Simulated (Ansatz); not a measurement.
# Single-point calculation of MoSe

System: MoSe (Fm-3m, 2 atoms in the cell).
Method: DFT PBEsol, scalar-relativistic, plane waves, PAW, no spin polarisation (Ansatz 0.2.0).

The structure was built on a prototype by a generator; it need not be a known phase. It belongs to a series of runs on one base structure; here: volume nm: 1.0 V/V0.

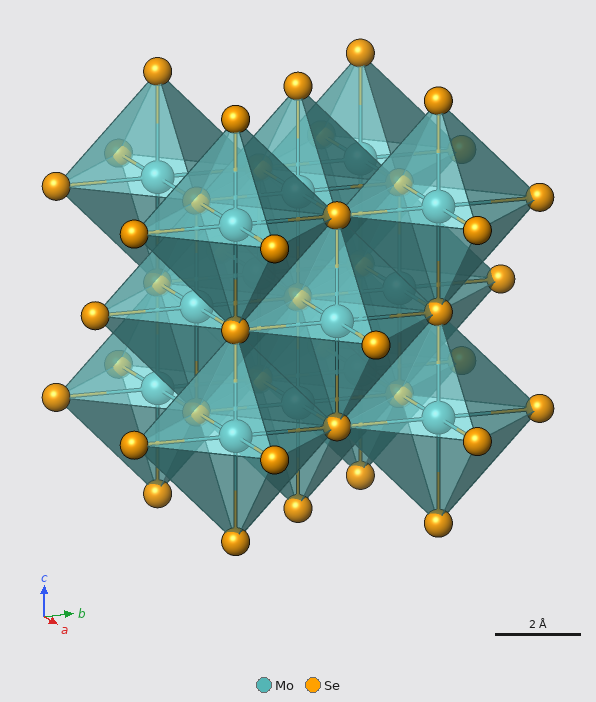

**Figure 1.** The input geometry (polyhedral view of the cell 4 times as large as that of the calculation, set on its symmetry axes, seen slightly off an axis; polyhedra are completed across the faces of the cell). An atom can appear more than once, as a periodic image.

## Input
```yaml
crystal:
  lattice:
    - [0.0, 2.5748516652, 2.5748516652]
    - [2.5748516652, 0.0, 2.5748516652]
    - [2.5748516652, 2.5748516652, 0.0]
  atoms:
    - { symbol: Mo, position: [0.0, 0.0, 0.0] }
    - { symbol: Se, position: [0.5, 0.5, 0.5] }
basis:
  ecutwfc: 420
kpoints:
  mp_grid: { grid: [14, 14, 14] }
hamiltonian:
  xc: pbesol
scf:
  occupations: { method: gaussian, width: 0.1 }
  lower_state_search: "off"
output:
  forces: true
  stress: true
  eigenvalues: true
  write_density: true
  write_potential: true
  elf: true
  volumetric_format: npy
```

Launch command:
```bash
ansatz run input.yaml --threads 1 --pin off --max-ram 2560MiB --backend cpu --events-out ev --progress --plain --runs-dir out
```

## The program's output
```
Engine: ansatz 0.2.0, x86_64-unknown-linux-gnu
Pseudopotentials: kind: paw
Pseudopotential: Mo, paw, valence charge 14, recommended cutoff 420 eV (normal), Mo.paw.azcp
Pseudopotential: Se, paw, valence charge 16, recommended cutoff 420 eV (normal), Se.paw.azcp
Functional definition: PBEsol
  exchange = pbesol_x
  correlation = pbesol_c
Crystal: 2 atoms, lattice volume = 34.142 Å³
Basis set: ecut = 420 eV, 645 PW (Γ), exchange–correlation on 50×50×50 points (8 copies of the dense FFT grid, shifted against one another)
Bands: 19, of which v1, the nominal top of the filled ones, is band 15 counted from 1 (14 counted from 0)
Symmetry: 48 space group operations
Space group: Fm-3m (ITA 225), of the structure as read, at distance tolerance 3.2e-5 Å
k-points: 104 of 2744
Non-local potential: Mo, projectors of the file, l = 0: 3, l = 1: 2, l = 2: 2, l = 3: 1
Non-local potential: Se, projectors of the file, l = 0: 2, l = 1: 2, l = 2: 3, l = 3: 1
PAW form: soft (Blöchl's): semilocal exchange-correlation on the pseudo side does not see the compensation charge
PAW frozen core: Mo, regenerated for the run's functional, and the local potential with it (the file was generated under x = pbe(κ = 0.804, μ = 0.2195149727645171), c = pbe(β = 0.06672455060314922))
PAW frozen core: Se, regenerated for the run's functional, and the local potential with it (the file was generated under x = pbe(κ = 0.804, μ = 0.2195149727645171), c = pbe(β = 0.06672455060314922))
PAW one-centre angular grid: Mo, 590 points (default); XC on 64 Gauss nodes
PAW one-centre angular grid: Se, 590 points (default); XC on 64 Gauss nodes
Initial density: superposition of atomic densities (neutral atoms: chi_scale 0, normalization atom), corrected by the library's trained network
Initial wavefunctions: pseudopotential atomic-orbital guess
Functional: x = pbesol(κ = 0.804, μ = 0.12345679012345678), c = pbesol(β = 0.046)
SCF iter   1: F=—  HF=-10320.651020 eV  |F-HF|=—  |Δ(HF+E_count)|=         —  Δρ=5.34e-3  dr2=1.20e-2  ethr=1.77e-3  ⟨swp⟩=5.3  Hψ=9265  notcnv=0
preconditioner: auto → Kerker (q_TF=auto, 2.670 Å⁻¹)  [metal: Δε(μ)=0.008 eV  Ē_g=8.072 eV  σ=0.100 eV  W_gap=0.04  n_scr=14 (ndim 8)  ℏωp=22.0 eV  f_vac=0.000  D(μ)=2.66/eV (n_scr^D=26)]
SCF iter   2: F=—  HF=-10320.648333 eV  |F-HF|=—  |Δ(HF+E_count)|=   2.69e-3  Δρ=3.03e-3  dr2=3.61e-3  ethr=3.99e-5  ⟨swp⟩=2.3  Hψ=3935  notcnv=0
SCF iter   3: F=—  HF=-10320.647238 eV  |F-HF|=—  |Δ(HF+E_count)|=   1.10e-3  Δρ=1.06e-3  dr2=5.54e-4  ethr=1.20e-5  ⟨swp⟩=2.6  Hψ=2859  notcnv=0
SCF iter   4: F=—  HF=-10320.647060 eV  |F-HF|=—  |Δ(HF+E_count)|=   1.77e-4  Δρ=2.99e-4  dr2=2.14e-5  ethr=1.85e-6  ⟨swp⟩=2.1  Hψ=2634  notcnv=0
SCF iter   5: F=—  HF=-10320.647062 eV  |F-HF|=—  |Δ(HF+E_count)|=   1.12e-6  Δρ=7.14e-5  dr2=1.28e-6  ethr=7.13e-8  ⟨swp⟩=2.2  Hψ=3333  notcnv=0
SCF iter   6: F=-10320.647062 eV  HF=-10320.647062 eV  |F-HF|=6.04e-9  |Δ(HF+E_count)|=   6.99e-8  Δρ=1.67e-5  dr2=8.82e-8  ethr=3.33e-10  ⟨swp⟩=6.0  Hψ=12839  notcnv=0
SCF 1 converged in 6 iterations: F = -10320.647062 eV  dr2 = 8.82e-8
  greatest PAW one-centre occupation: 1.000 electrons in one spin orbital (limit 2), on the Se atom at site 1 (counted from 0), in its partial waves of l = 2
SCF converged after 6 iterations
Free energy (F): -10320.647062 eV
Harris-Foulkes:  -10320.647062 eV  (|F-HF|=6.04e-9)
Internal energy: -10320.633612 eV  (E = F + TS)
E sigma→0 (E₀):  -10320.640337 eV
Entropy (-TS):   -0.013449 eV (-6.725 meV/atom)
Fermi energy:    17.309545 eV
--- Per-component energies (eV) ---
  E_band       = -376.307792
  E_kinetic    = 564.542862
  E_local      = -2886.270735  (includes V_loc(G=0)·N_el)
  E_nonlocal   = -443.398215
  E_hartree    = 1323.386458
  E_xc         = -286.180426
  E_vxc        = -327.297644  (∫ρ·V_xc dr)
  E_paw        = -5014.003467  (= ΣΔE_a)
  E_vpaw       = 69.343545  (= ΣTr[D̂ρ^β])
  E_aug_tail   = -0.000520  (compensation charges beyond the density's cutoff)
  E_ewald      = -3579.927320
  E_core_change = 1.217750  (= ΣΔE_core)
  E_smearing   = -0.013449  (= −TS)
  E_closure    = -0.000000  (closes the sum)
  Σ components = -10320.647062   (vs F -10320.647062, Δ=0.00e0)
--- Forces (eV/Å), atoms counted from 1 ---
  atom   1  Mo    -0.00000000     0.00000000     0.00000000
  atom   2  Se    -0.00000000    -0.00000000    -0.00000000
  max |Σ_I F_I| component: 6.84e-30 eV/Å
--- Stress (GPa, compression-positive) ---
       -0.003428      -0.000000      -0.000000
       -0.000000      -0.003428       0.000000
        0.000000       0.000000      -0.003428
  P = ⅓ Tr σ = -0.0034 GPa (-0.034 kbar)
--- Band table (eV; the first three rows and the last of 104) ---
  k-point 0: bands = ["-43.8520", "-31.9936", "-31.9936", "-31.9777", "-31.9777", "-31.9777", "-17.9893", "-17.9893", "-17.9893", "1.0635", "15.0258", "15.0258", "15.0258", "15.2015", "15.2015", "15.2015", "15.6289", "15.6289", "20.2736"]
  k-point 1: bands = ["-43.8516", "-31.9937", "-31.9937", "-31.9777", "-31.9777", "-31.9777", "-17.9967", "-17.9898", "-17.9898", "1.1310", "14.1825", "14.2967", "14.2967", "15.3262", "15.3262", "15.7051", "16.4110", "16.4110", "20.6693"]
  k-point 2: bands = ["-43.8502", "-31.9938", "-31.9938", "-31.9776", "-31.9775", "-31.9775", "-18.0172", "-17.9910", "-17.9910", "1.3269", "13.0509", "13.4824", "13.4824", "15.5419", "15.5419", "16.0421", "17.5309", "17.5309", "21.5913"]
  k-point 103: bands = ["-43.8393", "-31.9938", "-31.9922", "-31.9774", "-31.9769", "-31.9761", "-18.0821", "-18.0662", "-18.0389", "2.5818", "11.1800", "11.4246", "11.5109", "16.4049", "17.1867", "17.8696", "17.8902", "18.4133", "24.3765"]
```

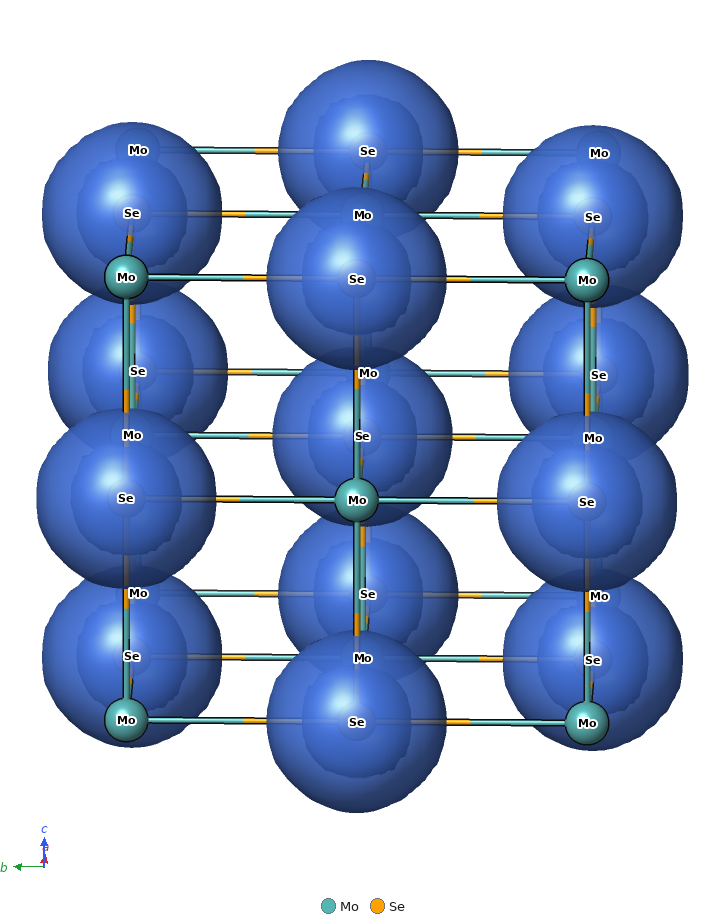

**Figure 2.** Isosurface of the electron localisation function at 0.7 (blue), seen at an oblique angle. Core shells and regions of very low density are left out. Sticks mark near contacts. The outline is the cell set on symmetry axes. Along the contacts the grid gives the following. Mo–Se (2.57 Å): the ELF is about 0.35 at the midpoint. The fields are those of the smooth PAW valence density.

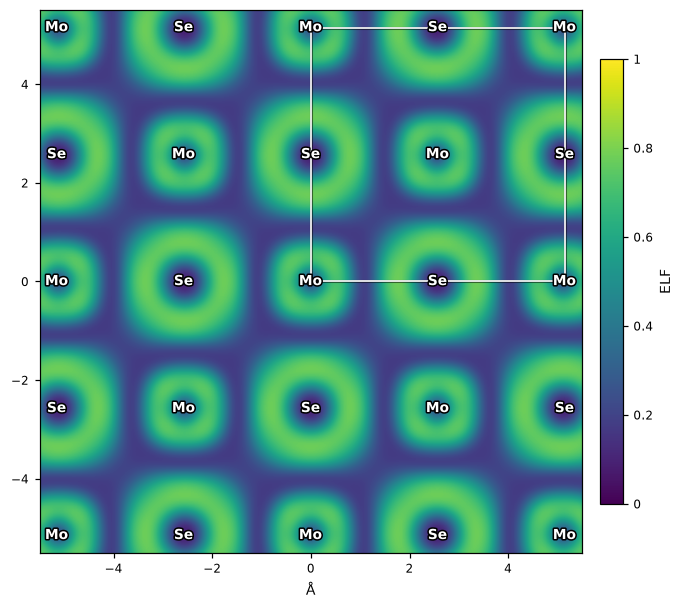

**Figure 3.** Electron localisation function on the (001) plane of the conventional cell. Atoms in the plane: Mo and Se. Mo–Se (2.57 Å): the ELF is about 0.35 at the midpoint. The strong features right at Mo lie inside the PAW spheres (semicore, d or f shells) and say nothing about bonding.

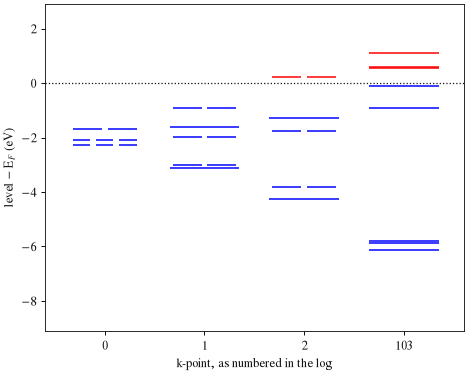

**Figure 4.** Kohn–Sham levels near the Fermi level (dotted) at the few k-points that the log prints; levels within 0.02 eV of each other stand side by side. The system is metallic on the full mesh.

## Summary

```tsv
quantity	value
outcome	converged
space group (tolerance 0.01 Å)	Fm-3m (225)
electrons treated	30
free energy	−10320.6471 eV
Fermi energy	17.310 eV
gap on the k-point mesh	none (metallic)
pressure	0.00 GPa
largest force (length of the vector)	under 0.001 eV/Å
hardware	1 thread of Intel Xeon @ 2.50GHz (Skylake/Cascade Lake), 189 GiB of memory available, shared host
wall time	8.5 s
peak memory	0.38 GiB
```
